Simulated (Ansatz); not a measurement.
**Zn12H2O (slab): density, localisation and related maps**

```
CELL_PARAMETERS angstrom
5.32960 0.00000 0.00000
0.00000 4.94670 0.00000
0.00000 0.00000 23.92513
ATOMIC_POSITIONS crystal
Zn 0.50000 0.75000 0.33438
Zn 0.00000 0.75000 0.33438
Zn 0.75000 0.25000 0.36653
Zn 0.25000 0.25000 0.36653
Zn 0.75000 0.75000 0.43084
Zn 0.25000 0.75000 0.43084
Zn 0.00000 0.25000 0.46299
Zn 0.50000 0.25000 0.46299
Zn 0.00000 0.75000 0.52729
Zn 0.50000 0.75000 0.52729
Zn 0.25000 0.25000 0.55945
Zn 0.75000 0.25000 0.55945
O 0.60098 0.79859 0.64138
H 0.45991 0.70368 0.62293
H 0.75000 0.75000 0.61880
```

Not relaxed (largest force 0.7 eV/Å).

All numbers below come from Kohn-Sham DFT of a periodic cell, revPBE, Ansatz PAW in Ansatz.

Core electrons are frozen (PAW), and the valence fields are smoothed inside the atomic spheres.

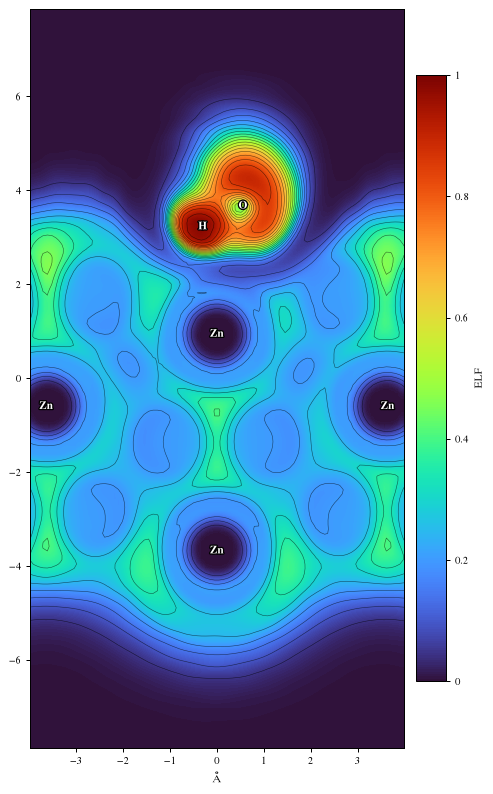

Figure 1. Electron localisation function on the (11̄0) plane of the calculation cell, a cut from vacuum to vacuum.

> Read the bonding off the picture.

- The plane passes through Zn, O and H nuclei.
- Atoms just off the plane (Zn, 0.9 Å away) can leave unmarked features too.
- O–H (0.99 Å): the ELF climbs to about 1 towards the hydrogen, as it does in any bond to H; a covalent bond by its length.
- Zn–O (2.79 Å): the ELF is about 0.10 at the midpoint: no localised pair shows between them.
- The ELF also peaks beside O, away from the bonds: lone-pair regions.

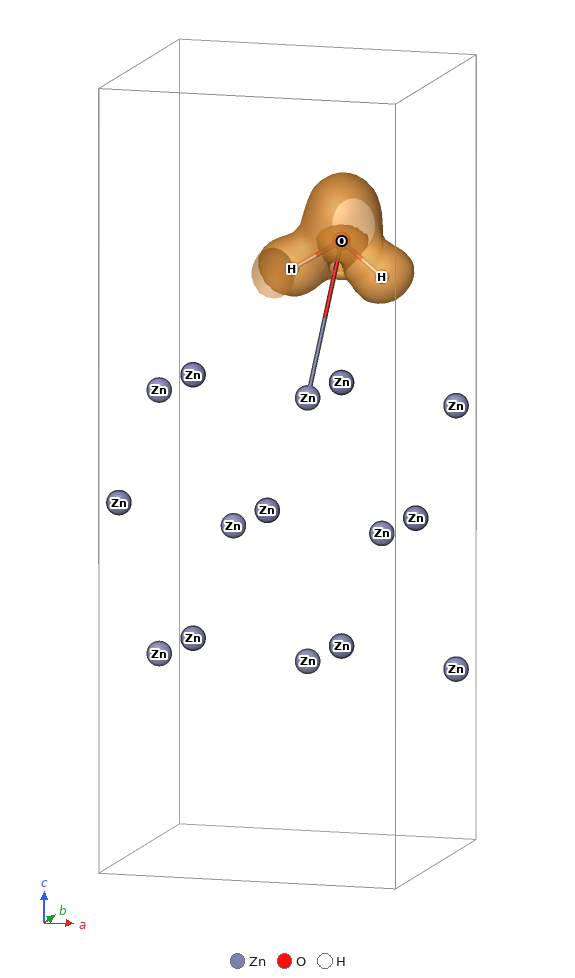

Figure 2. Isosurface of the ELF at 0.7 (orange), seen slightly off an axis. Core shells and regions of very low density are left out. Sticks mark near contacts.

> Describe the localisation domains.

At this value the surface marks out one joined region spread over several atoms (H, O), in which their bonds and any lone pairs are merged, counted in one cell of 15 atoms. Counts are for one cell; the picture repeats the cell along the surface.

> Does the calculation make it a metal, or give it a gap?

It is metallic or semimetallic at this level of theory: no gap opens.
